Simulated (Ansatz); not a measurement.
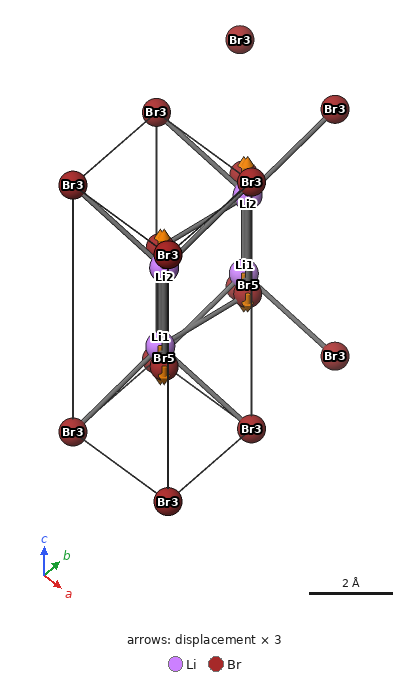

This is a relaxation of crystalline Li$_{2}$Br$_{3}$ (built on the A-type sesquioxide_164 type) (coarse preliminary run). The starting structure is drawn; orange arrows show the displacements (the part carried along by the change of the cell is left out), magnified 3 times.

A ball-and-stick model of the cell of the calculation, repeated 1 × 2 × 1 with one cell outlined, seen from a free direction.

Case: A-type sesquioxide type (P-3m1, No. 164).

All numbers below come from DFT PBE, scalar-relativistic, plane waves, PAW (Ansatz).

The input:
```yaml
crystal:
  lattice:
    - [4.3470211208, 0.0, 0.0]
    - [-2.1735105604, 3.7646307214, 0.0]
    - [0.0, 0.0, 6.7632587489]
  atoms:
    - { symbol: Li, position: [0.3333333333, 0.6666666667, 0.245] }
    - { symbol: Li, position: [0.6666666667, 0.3333333333, 0.755] }
    - { symbol: Br, position: [0.0, 0.0, 0.0] }
    - { symbol: Br, position: [0.3333333333, 0.6666666667, 0.645] }
    - { symbol: Br, position: [0.6666666667, 0.3333333333, 0.355] }
basis:
  ecutwfc: 420
kpoints:
  mp_grid: { grid: [6, 6, 4] }
hamiltonian:
  xc: pbe
scf:
  occupations: { method: gaussian, width: 0.1 }
  lower_state_search: "off"
output:
  forces: true
  stress: true
  eigenvalues: true
relax:
  adjacent_minimum: "off"
  f_tol: 0.04
  max_steps: 70
  cell: { stress_tol: 0.4 }
```

Run as
```bash
ansatz run input.yaml --threads 1 --pin off --max-ram 2560MiB --backend cpu --events-out ev --progress --plain --runs-dir out
```

What did the optimiser do to the structure, and how much energy did it gain?

The energy falls by 101 meV per atom in 8 accepted moves (10 points after the start). Largest force component: 0.63 eV/Å at the start, 0.018 eV/Å at the end. Pressure: 3.47 GPa at the start and 0.15 GPa at the end. At 2 points the geometry stayed and the basis and grid were re-selected for the new cell (energy shift of 3.6 meV per atom at most each time). The largest moves relative to the cell, 0.36 Å, are those of Li1 and Li2. Li2 goes along +c. By element the largest moves are Li 0.36 Å, Br 0.17 Å. The drawn cell changes as follows: a = b 4.347 → 4.031 Å (−7.3 %), c 6.763 → 8.488 Å (+25.5 %); the volume changes by +7.9 %. Among the contacts that change: Li1–Br4 2.705 → 3.927 Å, Br4–Br5 3.185 → 3.647 Å, Li1–Br3 3.007 → 2.894 Å, Li1–Br5 2.618 → 2.583 Å. Bonds break: Li1–Br4 (2.71 → 3.93 Å), Li2–Br5 (2.71 → 3.93 Å). Bond angles that change, for instance: Br5–Li1–Br5 112.3° → 102.6°, Li1–Br5–Li1 112.3° → 102.6°, Br3–Li1–Br5 75.9° → 84.0°. The space group stays P-3m1 (No. 164). The run took 47 s on 1 thread of Arm Neoverse V1 (shared host), peak memory 0.37 GiB.

Limits of the set-up: an odd number of electrons was run without spin polarisation, which fails if the electron would localise.
